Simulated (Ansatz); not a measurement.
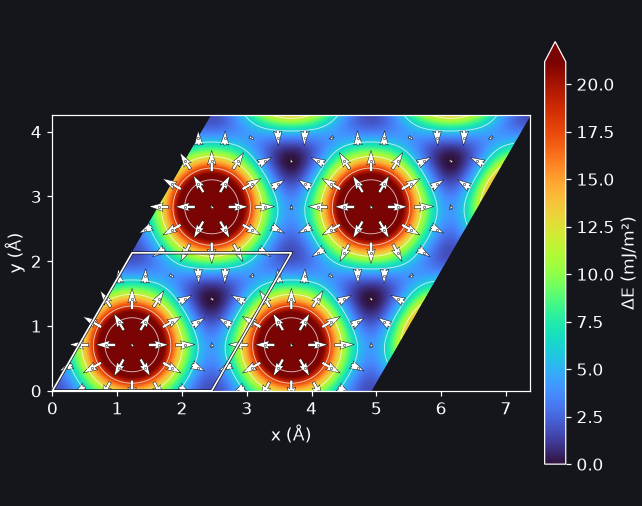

Energy landscape of C (P6_3/mmc, No. 194; 8 atoms in the cell). 
- Gamma surface: rigid slide across a plane, one fault a cell; the plane is (0 0 1) of the conventional cell.
- Places are given modulo a cell vector. The map is drawn in real space over the plane of the slide.
- Nothing is relaxed (rigid halves, spacing across the cut fixed).
- The scan uses a 6 × 6 grid; 10 points were computed and 26 follow by symmetry.
- Energies: mJ/m², counted from the lowest grid point.
- Computed with DFT PBEsol, scalar-relativistic, plane waves, PAW (Ansatz 0.2.0). Settings: cutoff 520 eV, k-mesh 18×18×3 in the order of the run's cell vectors, gaussian smearing 0.15 eV, no spin polarisation.

The picture shows a smooth colour map with a few white contour lines, dots at the grid points, arrows along the force (downhill), their lengths compressed, the outline of one cell of the 2 × 2 shown, one colour for all values above the top of the scale. Between grid points the surface is interpolated. 

> Summarise what can be read from the map.

The lowest grid point is at (4/6, 4/6) of the cell vectors. There is a further well near (0/6, 0/6) of the cell vectors (1.7 mJ/m² above the lowest at that grid point). These are metastable stacking faults of the rigid slide. The highest grid point, (2/6, 2/6) of the cell vectors, lies 31.1 mJ/m² above the lowest. On the interpolated surface the easiest way out of the lowest well to the well at (0/6, 0/6) of the cell vectors passes a barrier of about 4.2 mJ/m².

Each point was launched as `ansatz run input.yaml --threads 2 --pin off --max-ram 4096MiB --backend cpu --events-out ev --progress --plain --runs-dir out`. The whole map (10 points run) took 11 min on 2 threads of Arm Neoverse N1, on a shared host.

PAW datasets: the set soft_1.
